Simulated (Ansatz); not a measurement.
MgS

```
Mg S
1.0
     2.53245    2.53245    0.00000
    -2.67059    2.67059    0.00000
     0.00000    0.00000    5.20304
Mg S
2 2
Direct
  0.00000 0.00000 0.00000
  0.50000 0.50000 0.50000
  0.50000 0.50000 0.00000
  0.00000 0.00000 0.50000
```

Space group Immm; started from the rocksalt prototype, which need not be the ambient phase; changed on purpose from its base cell (shear xy strain -5.3%).

Level of theory: DFT, r2SCAN, plane waves, PAW in Ansatz.

Core electrons are frozen (PAW), and the valence fields are smoothed inside the atomic spheres.

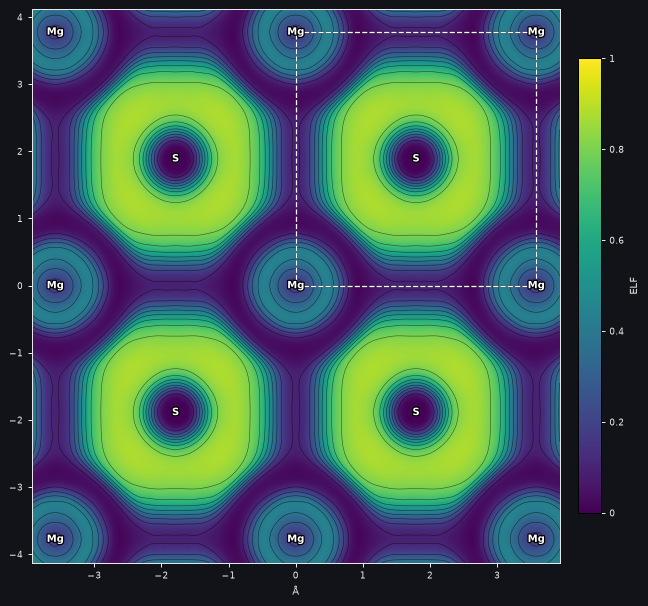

Figure 1. Electron localisation function on the (001) plane of the conventional cell.

Question: Read the bonding off the picture.

Answer: The plane passes through Mg and S nuclei. Mg–S (2.60 Å): the ELF peaks at about 0.90 in the valence shell of S, 0.9 Å from its nucleus, and falls to about 0.05 next to Mg (a largely ionic contact).

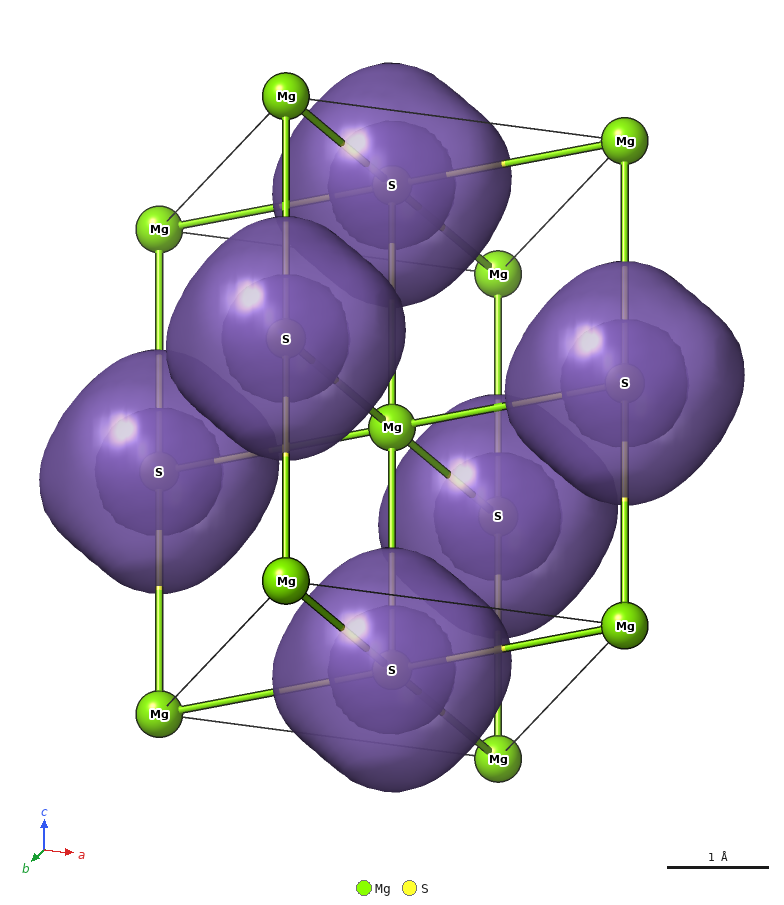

Figure 2. Isosurface of the electron localisation function at 0.8 (purple), seen at an oblique angle. Only the valence region is drawn (cores and ρ < 0.01 e/Å³ removed). Sticks mark near contacts.

Question: Identify the bonds, lone pairs and shells in this picture.

Answer: The surface consists of two regions wrapped around S (the valence shell of each), counted in one cell of 4 atoms. Regions shared between cells count once.

Question: Metal or insulator at this level of theory?

Answer: It is gapped, with a Kohn–Sham gap of 3.1 eV on the k-point mesh, an upper bound to the gap of this method.
